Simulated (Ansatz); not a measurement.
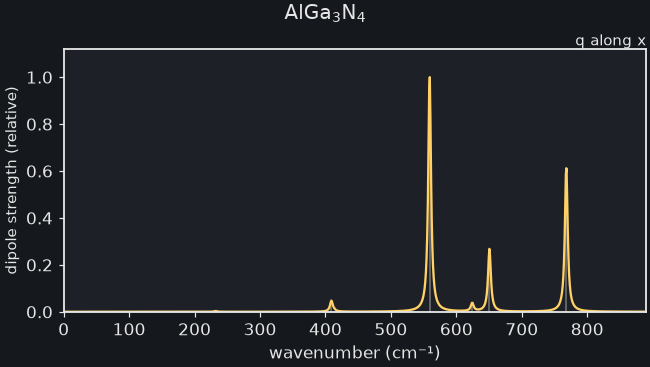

How it was computed, with Ansatz 0.2.0: optical phonons of an insulator on the approach to the zone centre along x, y and z with the field of polar modes, imaginary frequencies are negative, field response on a mesh refined by the program; plane waves with PAW datasets. Level: PBEsol, no spin polarisation.

| setting | value |
| --- | --- |
| wave cutoff | 420 eV |
| k mesh | 6×6×6 |
| occupations | fixed |
| pressure | 0 GPa |

Structure:
```yaml
crystal:
  lattice:
    - [4.46749, 0.00000, 0.00000]
    - [0.00000, 4.46749, 0.00000]
    - [0.00000, 0.00000, 4.46749]
  atoms:
    - { symbol: Al, position: [0.00000, 0.00000, 0.00000] }
    - { symbol: Ga, position: [0.50000, 0.50000, 0.00000] }
    - { symbol: Ga, position: [0.50000, 0.00000, 0.50000] }
    - { symbol: Ga, position: [0.00000, 0.50000, 0.50000] }
    - { symbol: N, position: [0.75503, 0.75503, 0.24497] }
    - { symbol: N, position: [0.75503, 0.24497, 0.75503] }
    - { symbol: N, position: [0.24497, 0.75503, 0.75503] }
    - { symbol: N, position: [0.24497, 0.24497, 0.24497] }
```

Figure. Polar optical modes, transverse and longitudinal, approaching the zone centre along x for AlGa₃N₄, space group P-43m (No. 215). Lines are broadened by Lorentzians of 5.1 cm⁻¹ full width; the spectrum is scaled to its strongest line.

The transverse (TO, twofold) lines lie at 409.1, 559.2 and 650.6 and the longitudinal (LO) ones at 624.3 and 768.0 cm⁻¹, the same along x, y and z by the cubic symmetry.

Caveats: field response not converged on the k mesh.
